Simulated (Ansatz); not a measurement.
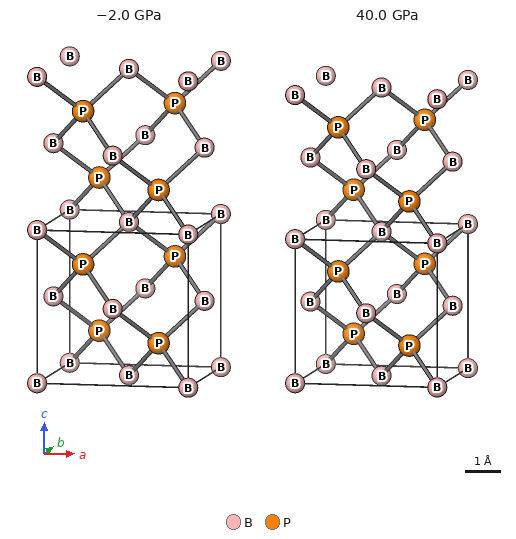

Crystalline BP (set up in F-43m), relaxed (cell and atoms) at several target pressures. The picture shows the first and the last member. The picture is a ball-and-stick view of the conventional cell (4 times the calculation's cell), repeated 1 × 1 × 2 with one cell outlined, seen slightly off an axis. Lengths and directions refer to the drawn axes.

Computed with Ansatz 0.2.0: DFT PBEsol, scalar-relativistic, plane waves, PAW. (plane-wave cutoff 420 eV; k-point mesh 10 × 10 × 10 at −2.0 to 20.0, 12 × 12 × 12 at 40.0 GPa; occupations gaussian; smearing width 0.02 eV; no spin polarisation; cell and atoms relaxed; force threshold 0.008 eV/Å)

```tsv
pressure (GPa)	volume (Å³/atom)	a (Å)	band gap (eV)
−2.0	11.685	4.538	1.13
0.0	11.545	4.520	1.11
2.0	11.411	4.503	1.10
5.0	11.222	4.478	1.07
10.0	?	?	?
20.0	10.465	4.375	0.97
40.0	9.724	4.269	0.84
```

One row is withheld. What does the calculation give there?

Answer. Murnaghan's form V = V₀(1 + B′P/B₀)^(−1/B′), with V₀ = 11.545 Å³ from the row at zero pressure, fits the other rows with B₀ = 170 GPa and B′ = 3.52 (largest miss 0.004 Å³). At 10.0 GPa it gives 11.545 × (1 + 3.52 × 10.0/170)^(−1/3.52) = 10.944 Å³ per atom. The calculation gives 10.942 Å³/atom (a = 4.440 Å). The estimate is 0.002 Å³/atom too high. For the gap a parabola through the rows 0.0, 2.0, 5.0 gives 0.98 eV, and the calculation 1.04 eV (semilocal gaps, lower than measured ones as a rule). From the first member to the last: B–P 1.965 → 1.848 Å.

The whole series:

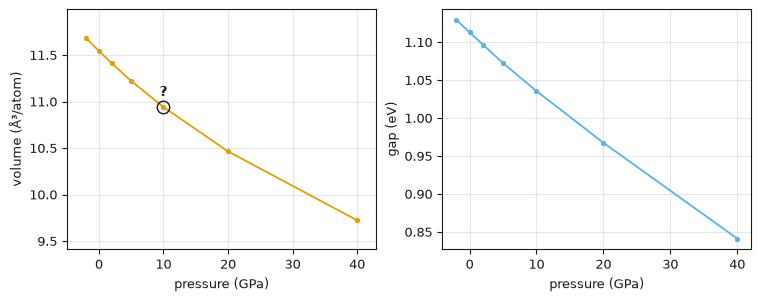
